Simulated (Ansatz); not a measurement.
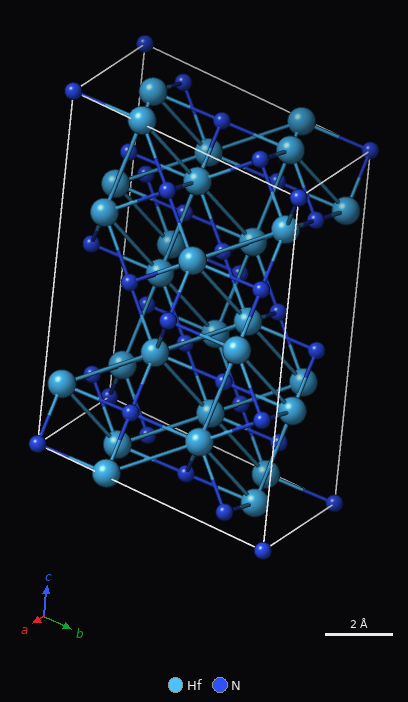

Fig. 1: The structure as given in the input (ball-and-stick view of the cell of the calculation, seen slightly off an axis). An atom can appear more than once, as a periodic image.

**HfN: single-point calculation (part 1 of 2)**

HfN (P6₃/mmc, 48 atoms in the cell), computed with DFT PBE, scalar-relativistic, plane waves, PAW, no spin polarisation (Ansatz 0.2.0).

The structure derives from a Materials Project entry.

Output
```
Warning: the atoms were moved onto the symmetric positions of the space group found under crystal.symmetry.tolerance 1.0e-5 (fractional; no operation is sought that the atoms, as they stand in a round, miss by more than twice it, and no atom is moved by as much as it), and the run uses the moved positions. Before a round's move an operation carried an atom to 1.25e-5 Å from where it should land, the largest such distance. Atom 2 (counting from 0) moved farthest, by 6.26e-6 Å; the longest move in fractions of the cell, of whichever atom, is 0.05 of the tolerance, in 1 round. To run the atoms as typed, lower crystal.symmetry.tolerance until the operations that they miss are no longer found, or set crystal.symmetry.detect: false (a key that needs symmetry detection or time reversal refuses this as the deck is read). The positions used, in the order of the run's atom list: position: [0.541667, 0.208333, 0.0]; position: [0.041667, 0.708333, 0.0]; position: [0.8750003333333334, 0.041666333333333326, 0.16666666666666666]; position: [0.3750003333333334, 0.5416663333333334, 0.16666666666666666]; position: [0.2083336666666667, 0.8749996666666666, 0.33333333333333337]; position: [0.7083336666666666, 0.3749996666666666, 0.33333333333333337]; position: [0.541667, 0.708333, 0.5]; position: [0.041667, 0.208333, 0.5]; position: [0.8750003333333334, 0.5416663333333334, 0.6666666666666666]; position: [0.3750003333333334, 0.041666333333333326, 0.6666666666666666]; position: [0.2083336666666667, 0.3749996666666666, 0.8333333333333334]; position: [0.7083336666666666, 0.8749996666666666, 0.8333333333333334]; position: [0.958333, 0.291667, 0.0]; position: [0.458333, 0.791667, 0.0]; position: [0.2916663333333333, 0.12500033333333335, 0.16666666666666666]; position: [0.7916663333333334, 0.6250003333333334, 0.16666666666666666]; position: [0.6249996666666666, 0.9583336666666666, 0.33333333333333337]; position: [0.12499966666666665, 0.4583336666666667, 0.33333333333333337]; position: [0.958333, 0.791667, 0.5]; position: [0.458333, 0.291667, 0.5]; position: [0.2916663333333333, 0.6250003333333334, 0.6666666666666666]; position: [0.7916663333333334, 0.12500033333333335, 0.6666666666666666]; position: [0.6249996666666666, 0.4583336666666667, 0.8333333333333334]; position: [0.12499966666666665, 0.9583336666666666, 0.8333333333333334]; position: [0.0, 0.0, 0.0]; position: [0.5, 0.5, 0.0]; position: [0.33333333333333337, 0.8333333333333334, 0.16666666666666666]; position: [0.8333333333333334, 0.33333333333333337, 0.16666666666666666]; position: [0.6666666666666666, 0.6666666666666666, 0.33333333333333337]; position: [0.16666666666666666, 0.16666666666666666, 0.33333333333333337]; position: [0.0, 0.5, 0.5]; position: [0.5, 0.0, 0.5]; position: [0.33333333333333337, 0.33333333333333337, 0.6666666666666666]; position: [0.8333333333333334, 0.8333333333333334, 0.6666666666666666]; position: [0.6666666666666666, 0.16666666666666666, 0.8333333333333334]; position: [0.16666666666666666, 0.6666666666666666, 0.8333333333333334]; position: [0.25, 0.25, 0.0]; position: [0.75, 0.75, 0.0]; position: [0.5833333333333334, 0.08333333333333336, 0.16666666666666666]; position: [0.08333333333333336, 0.5833333333333334, 0.16666666666666666]; position: [0.9166666666666666, 0.9166666666666666, 0.33333333333333337]; position: [0.41666666666666663, 0.41666666666666663, 0.33333333333333337]; position: [0.25, 0.75, 0.5]; position: [0.75, 0.25, 0.5]; position: [0.5833333333333334, 0.5833333333333334, 0.6666666666666666]; position: [0.08333333333333336, 0.08333333333333336, 0.6666666666666666]; position: [0.9166666666666666, 0.41666666666666663, 0.8333333333333334]; position: [0.41666666666666663, 0.9166666666666666, 0.8333333333333334]; The lattice was moved too: crystal.lattice keeps the space group found at crystal.symmetry.tolerance 1.0e-5 only nearly: the operation that it misses by the most changes a squared length by the fraction 2.16e-7. The run uses the lattice that is a stretch of the typed one, with no rotation, onto the one that keeps every operation to a double's rounding (on a very oblique basis the stretch itself rounds by more); the deck's lattice vector that moved farthest moved by 5.84e-7 Å. To run the lattice as typed, set crystal.symmetry.tolerance under 3.75e-8, the least fraction by which an operation that the lattice misses changes a squared length (the same key also sets how far an atom may lie from its image, so lowering it can lose operations that the atoms keep only within it), or set crystal.symmetry.detect: false, as for the atoms. crystal.lattice made exact, in Å and degrees: [[-4.700862169530927, 2.7140437063638236, 5.416767999999991], [4.700861881457806, -2.7140442053211005, 5.416767999999994], [4.700862220519681, 8.142132205321134, -5.416767499999993]]. Pasted over the deck's crystal.lattice, beside positions in fractional coordinates, it runs the same cell (given as lengths and angles, that cell in the form's own orientation, a rigid turn of the misfit's size from the one run here, for which a checkpoint.post_process_only pass over this run's state can be refused: where this run relaxes nothing, give such a pass this deck's own crystal.lattice, as typed; behind a relaxation, as crystal.lattice, the state's own cell, identity.cell in its checkpoint.json), and a matrix so pasted ends this notice, except on a very skew basis of the lattice, where the rounding of the pasted numbers themselves can read as a misfit: the cell is then moved again, and that move is told again. The lattice as run is in this notice's lattice.as_run_ang field (Run.prep()["deck_notices"] in Python, the deck_notice line of an events file, deck_notices of ansatz run --dry-run=json, or deck_notices in record.json in the deck's checkpoint.write directory).
Engine: ansatz 0.2.0, aarch64-unknown-linux-gnu
Pseudopotentials: kind: paw
Pseudopotential: Hf, paw, valence charge 26, recommended cutoff 420 eV (normal), Hf.paw.azcp
Pseudopotential: N, paw, valence charge 5, recommended cutoff 420 eV (normal), N.paw.azcp
Functional definition: PBE
  parameter kappa = 0.804
  parameter beta = 0.06672455060314922
  exchange = pbe_x(kappa = kappa, mu = beta*pi^2/3)
  correlation = pbe_c(beta = beta)
Crystal: 48 atoms, lattice volume = 552.872 Å³
Basis set: ecut = 420 eV, 10751 PW (Γ), exchange–correlation on 108×108×150 points (8 copies of the dense FFT grid, shifted against one another)
Bands: 447, of which v1, the nominal top of the filled ones, is band 372 counted from 1 (371 counted from 0)
Symmetry: 96 space group operations
Space group: P63/mmc (ITA 194), of the structure as read, at distance tolerance 8.2e-5 Å
k-points: 5 of 8
Non-local potential: Hf, projectors of the file, l = 0: 3, l = 1: 2, l = 2: 2, l = 3: 3
Non-local potential: N, projectors of the file, l = 0: 2, l = 1: 2, l = 2: 1
PAW form: soft (Blöchl's): semilocal exchange-correlation on the pseudo side does not see the compensation charge
PAW one-centre angular grid: Hf, 590 points (default); XC on 64 Gauss nodes
PAW one-centre angular grid: N, 110 points (default); XC on 64 Gauss nodes
Initial density: superposition of atomic densities (neutral atoms: chi_scale 0, normalization atom), corrected by the library's trained network
Initial wavefunctions: pseudopotential atomic-orbital guess
Functional: x = pbe(κ = 0.804, μ = 0.2195149727645171), c = pbe(β = 0.06672455060314922)
SCF iter   1: F=—  HF=-386606.850432 eV  |F-HF|=—  |Δ(HF+E_count)|=         —  Δρ=7.94e-3  dr2=3.08e-1  ethr=1.77e-3  ⟨swp⟩=5.4  Hψ=6506  notcnv=0  defer=112
preconditioner: auto → Resta (q_TF=auto, 2.867 Å⁻¹)  ε∞=6.3  [insulator: Δε(μ)=0.081 eV  Ē_g=18.111 eV  σ=0.050 eV  W_gap=0.74  n_scr=204 (ndim 8)  ℏωp=41.7 eV  f_vac=0.000  D(μ)=14.75/eV (n_scr^D=102)  ε∞_Penn≈6.3]
SCF iter   2: F=—  HF=-386606.791281 eV  |F-HF|=—  |Δ(HF+E_count)|=   5.92e-2  Δρ=3.56e-3  dr2=5.86e-2  ethr=4.14e-5  ⟨swp⟩=2.0  Hψ=3486  notcnv=0  defer=282
SCF iter   3: F=—  HF=-386606.779306 eV  |F-HF|=—  |Δ(HF+E_count)|=   1.20e-2  Δρ=8.26e-4  dr2=3.39e-3  ethr=7.88e-6  ⟨swp⟩=2.0  Hψ=3296  notcnv=0  defer=202
automatic band count: iteration 3 solves 431 bands in place of 447: the levels show a gap, and the empty bands left out lie too high to hold charge; the band table lists the bands solved (type scf.n_extra_bands for more)
SCF iter   4: F=—  HF=-386606.779174 eV  |F-HF|=—  |Δ(HF+E_count)|=   1.32e-4  Δρ=3.16e-4  dr2=4.25e-4  ethr=4.55e-7  ⟨swp⟩=2.0  Hψ=3781  notcnv=0  defer=202
SCF iter   5: F=—  HF=-386606.778400 eV  |F-HF|=—  |Δ(HF+E_count)|=   7.74e-4  Δρ=1.28e-4  dr2=5.62e-5  ethr=5.72e-8  ⟨swp⟩=2.6  Hψ=3857  notcnv=0  defer=202
SCF iter   6: F=—  HF=-386606.779400 eV  |F-HF|=—  |Δ(HF+E_count)|=   1.00e-3  Δρ=1.85e-5  dr2=1.38e-6  ethr=7.56e-9  ⟨swp⟩=2.2  Hψ=3426  notcnv=0  defer=202
SCF iter   7: F=—  HF=-386606.779400 eV  |F-HF|=—  |Δ(HF+E_count)|=   2.09e-7  Δρ=4.06e-6  dr2=5.59e-8  ethr=1.34e-11  ⟨swp⟩=11.4  Hψ=12694  notcnv=0
SCF iter   8: F=-386606.779400 eV  HF=-386606.779400 eV  |F-HF|=1.16e-10  |Δ(HF+E_count)|=   4.17e-8  Δρ=8.62e-7  dr2=3.42e-9  ethr=7.51e-12  ⟨swp⟩=4.8  Hψ=7561  notcnv=0
SCF 1 converged in 8 iterations: F = -386606.779400 eV  dr2 = 3.42e-9
  greatest PAW one-centre occupation: 0.998 electrons in one spin orbital (limit 2), on the Hf atom at site 11 (counted from 0), in its partial waves of l = 0
SCF converged after 8 iterations
Free energy (F): -386606.779400 eV
Harris-Foulkes:  -386606.779400 eV  (|F-HF|=1.16e-10)
Internal energy: -386606.758549 eV  (E = F + TS)
E sigma→0 (E₀):  -386606.768975 eV
Entropy (-TS):   -0.020851 eV (-0.434 meV/atom)
Fermi energy:    23.232486 eV
--- Per-component energies (eV) ---
  E_band       = 4362.353080
  E_kinetic    = 13375.105080
  E_local      = -113280.401381  (includes V_loc(G=0)·N_el)
  E_nonlocal   = -28760.023852
  E_hartree    = 53805.561386
  E_xc         = -8684.378539
  E_vxc        = -8282.475005  (∫ρ·V_xc dr)
  E_paw        = -169317.514015  (= ΣΔE_a)
  E_vpaw       = 33699.029857  (= ΣTr[D̂ρ^β])
  E_aug_tail   = 0.002318  (compensation charges beyond the density's cutoff)
  E_ewald      = -133745.109547
  E_smearing   = -0.020851  (= −TS)
  E_closure    = -0.000000  (closes the sum)
  Σ components = -386606.779400   (vs F -386606.779400, Δ=0.00e0)
--- Forces (eV/Å), atoms counted from 1 ---
  atom   1  Hf     0.01419265    -0.00819413     0.00000000
  atom   2  Hf     0.01419265    -0.00819413    -0.00000000
  atom   3  Hf     0.01419265    -0.00819413    -0.00000000
  atom   4  Hf     0.01419265    -0.00819413    -0.00000000
  atom   5  Hf     0.01419265    -0.00819413     0.00000000
  atom   6  Hf     0.01419265    -0.00819413     0.00000000
  atom   7  Hf     0.01419265    -0.00819413    -0.00000000
  atom   8  Hf     0.01419265    -0.00819413    -0.00000000
  atom   9  Hf     0.01419265    -0.00819413    -0.00000000
  atom  10  Hf     0.01419265    -0.00819413     0.00000000
  atom  11  Hf     0.01419265    -0.00819413     0.00000000
  atom  12  Hf     0.01419265    -0.00819413     0.00000000
  atom  13  Hf    -0.01419265     0.00819413     0.00000000
  atom  14  Hf    -0.01419265     0.00819413     0.00000000
  atom  15  Hf    -0.01419265     0.00819413    -0.00000000
  atom  16  Hf    -0.01419265     0.00819413     0.00000000
  atom  17  Hf    -0.01419265     0.00819413     0.00000000
  atom  18  Hf    -0.01419265     0.00819413     0.00000000
  atom  19  Hf    -0.01419265     0.00819413     0.00000000
  atom  20  Hf    -0.01419265     0.00819413     0.00000000
  atom  21  Hf    -0.01419265     0.00819413     0.00000000
  atom  22  Hf    -0.01419265     0.00819413     0.00000000
  atom  23  Hf    -0.01419265     0.00819413     0.00000000
  atom  24  Hf    -0.01419265     0.00819413     0.00000000
  atom  25  N     -0.00000000     0.00000000     0.00000000
  atom  26  N      0.00000000     0.00000000    -0.00000000
  atom  27  N     -0.00000000     0.00000000     0.00000000
  atom  28  N     -0.00000000    -0.00000000     0.00000000
  atom  29  N      0.00000000    -0.00000000    -0.00000000
  atom  30  N      0.00000000     0.00000000    -0.00000000
  atom  31  N     -0.00000000    -0.00000000    -0.00000000
  atom  32  N      0.00000000     0.00000000     0.00000000
  atom  33  N     -0.00000000    -0.00000000     0.00000000
  atom  34  N      0.00000000    -0.00000000     0.00000000
  atom  35  N      0.00000000     0.00000000     0.00000000
  atom  36  N     -0.00000000     0.00000000    -0.00000000
  atom  37  N     -0.00000000     0.00000000     0.00000000
  atom  38  N      0.00000000     0.00000000     0.00000000
  atom  39  N      0.00000000    -0.00000000     0.00000000
  atom  40  N      0.00000000     0.00000000    -0.00000000
  atom  41  N      0.00000000    -0.00000000    -0.00000000
  atom  42  N     -0.00000000    -0.00000000     0.00000000
  atom  43  N     -0.00000000     0.00000000     0.00000000
  atom  44  N      0.00000000     0.00000000     0.00000000
  atom  45  N      0.00000000     0.00000000    -0.00000000
  atom  46  N      0.00000000     0.00000000     0.00000000
  atom  47  N      0.00000000    -0.00000000     0.00000000
  atom  48  N     -0.00000000     0.00000000     0.00000000
  max |Σ_I F_I| component: 5.55e-17 eV/Å
--- Band table (eV; the first three rows and the last of 5) ---
```
